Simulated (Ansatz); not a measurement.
One cell, run at 4 values of the k-point mesh.
System: AlAs (F-43m, 2 atoms in the cell).
Method: G0W0@PBE, plasmon-pole screening, soft PAW set, first generation (Ansatz 0.2.0-dev); cutoff 420 eV, response cutoff 113 eV, 224 empty bands.
Dashed lines or grey bands mark the tolerance: 0.05 eV.
Values: 2×2×2, 4×4×4, 6×6×6 and 8×8×8.

Q: How do the results converge (to 0.05 eV)?

A: The quasiparticle gap is within 0.05 eV of the densest setting's value from 6×6×6 on. It is 1.72 eV at 2×2×2, 1.99 eV at 4×4×4 and 2.05 eV at 8×8×8. The potentials or cutoffs used are known to leave an error of their own, so the limit of this scan isn't the converged value for the crystal.

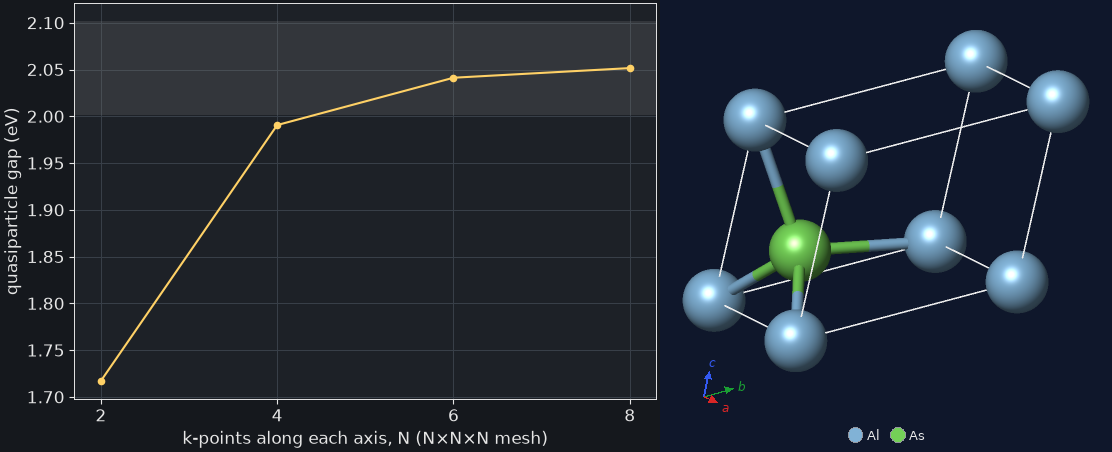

Beside the plot: the structure.
